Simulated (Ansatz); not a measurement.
## WC: 6 runs along one coordinate

System: WC (2 atoms in the cell).
Method: Kohn-Sham DFT of a periodic cell, PBEsol, Ansatz PAW, no spin polarisation (Ansatz 0.2.0).

The 6 runs differ only in the geometry, by an even scaling of the cell at fixed fractional positions. The structure derives from an entry of the Crystallography Open Database.

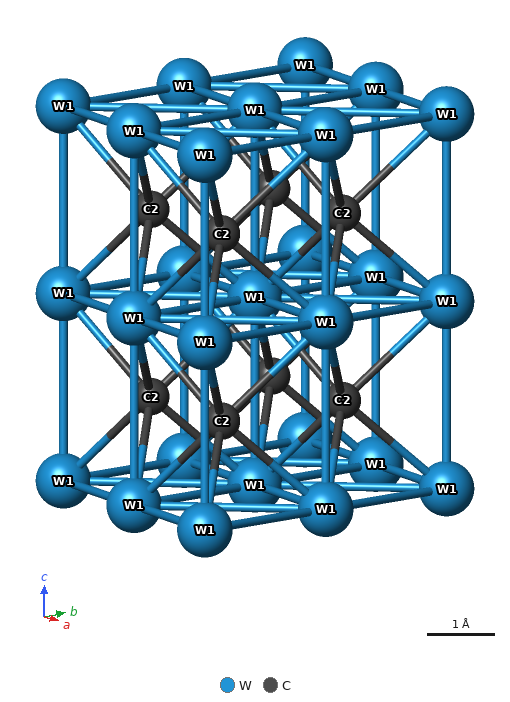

Figure 1. The structure of run 4 (ball-and-stick view of the cell of the calculation, repeated 2 × 2 × 2, seen slightly off an axis; atoms are numbered from 1 in the order of the input).

## Input of run 4
```yaml
crystal:
  lattice:
    - [2.9257489053, 0.0, 0.0]
    - [-1.4628744527, 2.5337728771, 0.0]
    - [0.0, 0.0, 2.8553859779]
  atoms:
    - { symbol: W, position: [0.0, 0.0, 0.0] }
    - { symbol: C, position: [0.6666666667, 0.3333333333, 0.5] }
hamiltonian:
  xc: pbesol
  pseudopotentials: { kind: paw }
kpoints:
  mp_grid: { grid: [10, 10, 9] }
scf:
  occupations: { method: fermi_dirac, width: 0.05 }
output:
  forces: true
  stress: true
  eigenvalues: true
```

Command:
```bash
ansatz run input.yaml --threads 2 --pin off --max-ram 5632MiB --backend cpu --events-out ev --progress --plain --runs-dir out
```

Lattice vectors (Å) and fractional positions of run 4:
```
   2.925749    0.000000    0.000000
  -1.462874    2.533773    0.000000
   0.000000    0.000000    2.855386
W   0.000000  0.000000  0.000000
C   0.666667  0.333333  0.500000
```

Run 5 differs from it as follows:
```diff
-    - [2.9257489053, 0.0, 0.0]
-    - [-1.4628744527, 2.5337728771, 0.0]
-    - [0.0, 0.0, 2.8553859779]
+    - [2.9447478072, 0.0, 0.0]
+    - [-1.4723739036, 2.5502264088, 0.0]
+    - [0.0, 0.0, 2.8739279649]
```

## Results, with one run withheld

```tsv
run	volume per atom (Å³)	free energy per atom, from the lowest run given (meV)	pressure (GPa)
1	9.754	38.04	24.54
2	10.169	0.82	4.89
3	10.376	0.00	−3.49
4	10.584	9.49	−11.02
5	10.791	?	?
6	10.999	55.28	−23.87
```

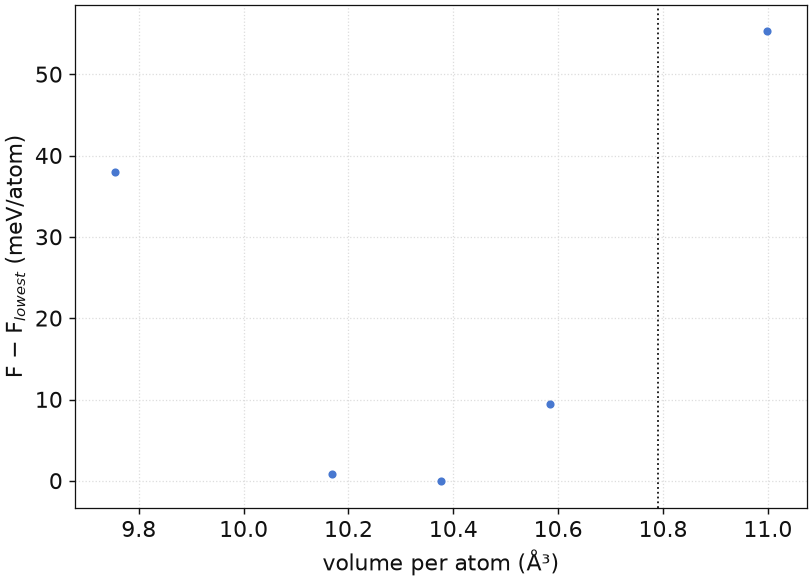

Figure 2. Free energy per atom of the runs given; the dotted line marks run 5.

Fit the runs given and predict run 5.

A cubic polynomial in V^(−2/3) (the Birch–Murnaghan form), fitted to the 5 runs given, misses them by under 0.01 meV per atom. With x = V^(−2/3) − 0.21039 Å⁻², it reads F = −0.27081 − 1359.4 x + 6.6415e+05 x² + 4.1112e+05 x³ (meV per atom). At run 5 it gives 28.17 meV per atom, and the run itself gives 28.21. The slope of the fit gives a pressure −dF/dV of −17.78 GPa there, and the run prints −17.79 GPa. The fit has its minimum at 10.287 Å³ per atom, where V d²F/dV² gives 412 GPa. Cell shape and fractional positions are held, so this is the stiffness under even scaling; the relaxed bulk modulus wasn't computed.

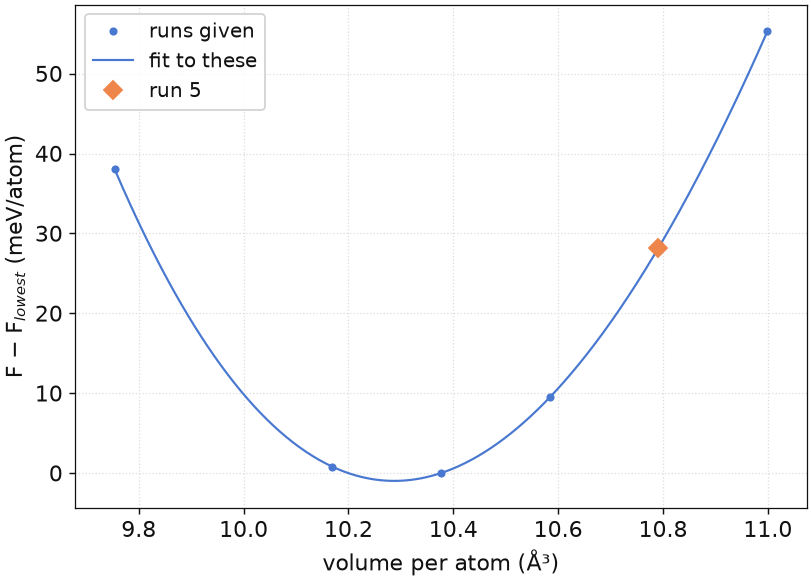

Figure 3. The fit and the withheld run.

## Output, shortened to warnings, some set-up lines, iterations and results (run 5)
```
Basis set: ecut = 420 eV, 405 PW (Γ), exchange–correlation on 40×40×40 points (8 copies of the dense FFT grid, shifted against one another)
Symmetry: 12 space group operations
k-points: 70 of 900 (time reversal used)
Initial density: superposition of atomic densities (neutral atoms: chi_scale 0, normalization atom), corrected by the library's trained network
[...]
SCF iter   1: F=—  HF=-10503.679787 eV  |F-HF|=—  |Δ(HF+E_count)|=         —  Δρ=1.16e-2  dr2=2.52e-2  ethr=1.77e-3  ⟨swp⟩=5.7  Hψ=4554  notcnv=0
SCF iter   2: F=—  HF=-10503.678389 eV  |F-HF|=—  |Δ(HF+E_count)|=   1.40e-3  Δρ=7.37e-3  dr2=1.17e-2  ethr=1.40e-4  ⟨swp⟩=1.0  Hψ=1472  notcnv=0
SCF iter   3: F=—  HF=-10503.676441 eV  |F-HF|=—  |Δ(HF+E_count)|=   1.95e-3  Δρ=7.87e-4  dr2=7.98e-5  ethr=6.51e-5  ⟨swp⟩=2.0  Hψ=1508  notcnv=0
SCF iter   4: F=—  HF=-10503.676403 eV  |F-HF|=—  |Δ(HF+E_count)|=   3.81e-5  Δρ=2.21e-4  dr2=3.79e-6  ethr=4.43e-7  ⟨swp⟩=2.1  Hψ=1442  notcnv=0
SCF iter   5: F=—  HF=-10503.676404 eV  |F-HF|=—  |Δ(HF+E_count)|=   1.10e-6  Δρ=3.67e-5  dr2=1.44e-7  ethr=2.11e-8  ⟨swp⟩=1.4  Hψ=1095  notcnv=0
SCF iter   6: F=-10503.676404 eV  HF=-10503.676404 eV  |F-HF|=4.20e-9  |Δ(HF+E_count)|=   1.11e-8  Δρ=6.17e-6  dr2=6.68e-9  ethr=5.56e-10  ⟨swp⟩=4.9  Hψ=3049  notcnv=0
SCF 1 converged in 6 iterations: F = -10503.676404 eV  dr2 = 6.68e-9
SCF converged after 6 iterations
Free energy (F): -10503.676404 eV
Harris-Foulkes:  -10503.676404 eV  (|F-HF|=4.20e-9)
Internal energy: -10503.674559 eV  (E = F + TS)
E sigma→0 (E₀):  -10503.675481 eV
Entropy (-TS):   -0.001845 eV (-0.923 meV/atom)
Fermi energy:    19.527192 eV
--- Per-component energies (eV) ---
  E_band       = -76.096284
  E_kinetic    = 537.932623
  E_local      = -695.403287  (includes V_loc(G=0)·N_el)
  E_nonlocal   = 27.782223
  E_hartree    = 242.478894
  E_xc         = -313.256153
  E_vxc        = -298.398020  (∫ρ·V_xc dr)
  E_paw        = -8530.522756  (= ΣΔE_a)
  E_vpaw       = -132.965308  (= ΣTr[D̂ρ^β])
  E_aug_tail   = -0.000040  (compensation charges beyond the density's cutoff)
  E_ewald      = -1772.928955
  E_core_change = 0.242893  (= ΣΔE_core)
  E_smearing   = -0.001845  (= −TS)
  E_closure    = -0.000000  (closes the sum)
  Σ components = -10503.676404   (vs F -10503.676404, Δ=0.00e0)
--- Forces (eV/Å), atoms counted from 1 ---
  atom   1  W     -0.00000000     0.00000000     0.00000000
  atom   2  C     -0.00000000     0.00000000     0.00000000
  max |Σ_I F_I| component: 3.33e-16 eV/Å
--- Stress (GPa, compression-positive) ---
      -16.547543       0.000000       0.000000
       -0.000000     -16.547543       0.000000
        0.000000       0.000000     -20.274649
  P = ⅓ Tr σ = -17.7899 GPa (-177.899 kbar)
```

Notes: Spin–orbit coupling is left out, which matters for W.
